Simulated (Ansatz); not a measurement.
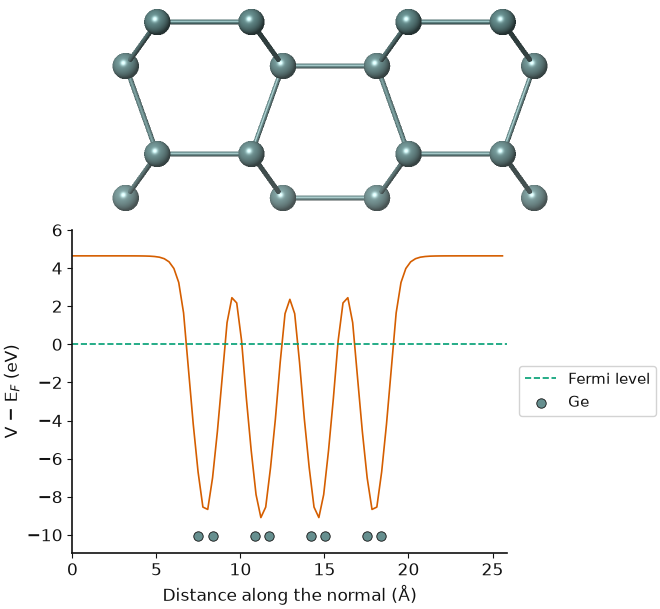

Plane-averaged electrostatic potential energy of an electron across the slab; circles at the bottom mark the heights of the atoms. The structure is drawn too.

System: a (001) slab cut from Ge (P6_3/mmc), unrelaxed, 8 atoms in the cell.

```yaml
crystal:
  lattice:
    - [4.05816, 0.00000, 0.00000]
    - [-2.02908, 3.51447, 0.00000]
    - [0.00000, 0.00000, 25.87926]
  atoms:
    - { symbol: Ge, position: [0.33333, 0.66667, 0.28981] }
    - { symbol: Ge, position: [0.66667, 0.33333, 0.32228] }
    - { symbol: Ge, position: [0.66667, 0.33333, 0.41911] }
    - { symbol: Ge, position: [0.33333, 0.66667, 0.45159] }
    - { symbol: Ge, position: [0.33333, 0.66667, 0.54841] }
    - { symbol: Ge, position: [0.66667, 0.33333, 0.58089] }
    - { symbol: Ge, position: [0.66667, 0.33333, 0.67772] }
    - { symbol: Ge, position: [0.33333, 0.66667, 0.71019] }
```

Method: DFT PBE, scalar-relativistic, plane waves, PAW, no spin polarisation, 9×9×1 k mesh, Gaussian smearing of 0.1 eV (Ansatz).

### Read off the work function of each face.

The work function is 4.64 eV, the same on both faces. The two vacuum levels agree, so the slab has no net dipole along its normal.

### How thick are slab and vacuum?

The outermost atoms are 10.9 Å apart, which leaves 15.0 Å of vacuum in a cell 25.9 Å high.
